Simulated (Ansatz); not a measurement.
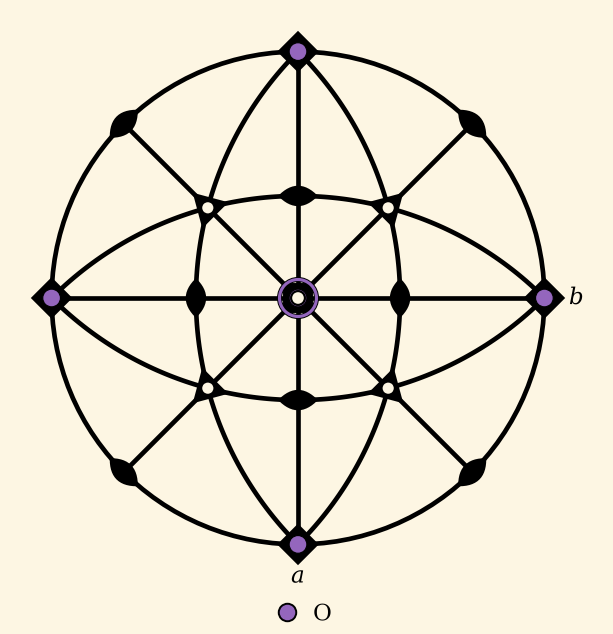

For LiNbO3, the input geometry of an electronic-structure calculation (not necessarily at equilibrium); the starting structure was generated, so it need not be a known form of this composition: directions from one niobium atom at (1/2, 1/2, 1/2) to its bonded neighbours, in stereographic projection down c (filled: above the plane of the page or in it, open: below). Symmetry computed with spglib at a tolerance of 0.002 Å; standard conventional cell.

Neighbours are counted up to 2.52 Å for O; other elements are left out. The symmetry elements of the site are drawn in: heavy lines are mirror planes (a heavy rim: a mirror in the plane of the page); lens, triangle, square and hexagon are 2-, 3-, 4- and 6-fold axes, a lens in an open square is −4, a triangle in an open hexagon −6; thin dashed diameters join the ends of axes that lie in the page; a small open circle marks inversion.

```
Li Nb O
1.0
     3.93317    0.00000    0.00000
     0.00000    3.93317    0.00000
     0.00000    0.00000    3.93317
Li Nb O
1 1 3
Direct
  0.00000 0.00000 0.00000
  0.50000 0.50000 0.50000
  0.50000 0.50000 0.00000
  0.50000 0.00000 0.50000
  0.00000 0.50000 0.50000
```

How many neighbours are there, and at what angles?

6: 6 O at 1.97 Å. Angles between bonds: 90° (12×), 180° (3×).

What is the site's symmetry in the crystal?

Point group m-3m (Oh), order 48: three fourfold axes, four threefold axes, six twofold axes, nine mirror planes, an inversion centre. In Pm-3m (No. 221) this is Wyckoff position 1b.
